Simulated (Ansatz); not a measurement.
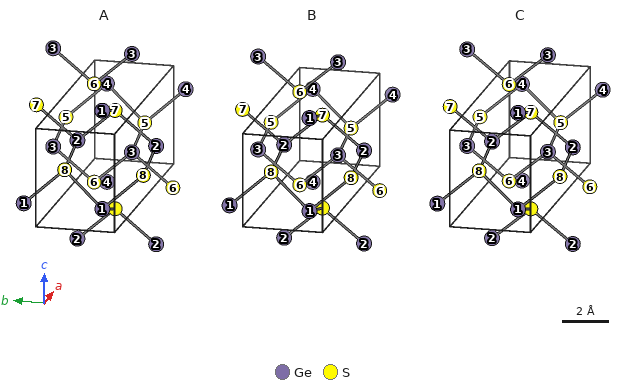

3 geometries from one relaxation of a crystal of GeS (set up in Pnma), in shuffled order. A ball-and-stick model of the cell of the calculation, seen from a free direction.

Theory: Ansatz 0.2.0, DFT r2SCAN, scalar-relativistic, plane waves, PAW. Set-up: plane-wave cutoff 500 eV; k-point mesh 4 × 8 × 6; occupations gaussian; smearing width 0.02 eV; no spin polarisation; cell and atoms relaxed; force threshold 0.01 eV/Å; at most 80 steps.

Order the frames from highest to lowest energy.

Answer. B, C, A. They are steps 0, 1, 6, at +9.8 meV per atom, +4.1 meV per atom relative to the last. After 4 accepted moves (6 points after the start) the energy has fallen by 9.8 meV per atom. Largest force component: 0.11 eV/Å at the start, 0.0013 eV/Å at the end. The pressure goes from 0.96 to 0.01 GPa. The line search rejected the trial step at point 4 of the run. At 1 point the geometry stayed and the basis and grid were re-selected for the new cell (energy shift of 0.4 meV per atom at most each time). The largest moves relative to the cell, 0.076 Å, are those of Ge1, Ge2, Ge3 and Ge4. Ge4 goes along [−1 0 −1]. By element the largest moves are Ge 0.076 Å, S 0.072 Å. The drawn cell changes as follows: a 10.481 → 10.836 Å (+3.4 %), b 3.646 → 3.591 Å (−1.5 %), c 4.299 → 4.543 Å (+5.7 %); the volume changes by +7.6 %. Among the contacts that change: Ge1–S8 2.438 → 2.421 Å, Ge1–S7 2.448 → 2.439 Å. Bond angles that change, for instance: S7–Ge1–S8 91.7° → 93.8°. The space group stays Pnma (No. 62).
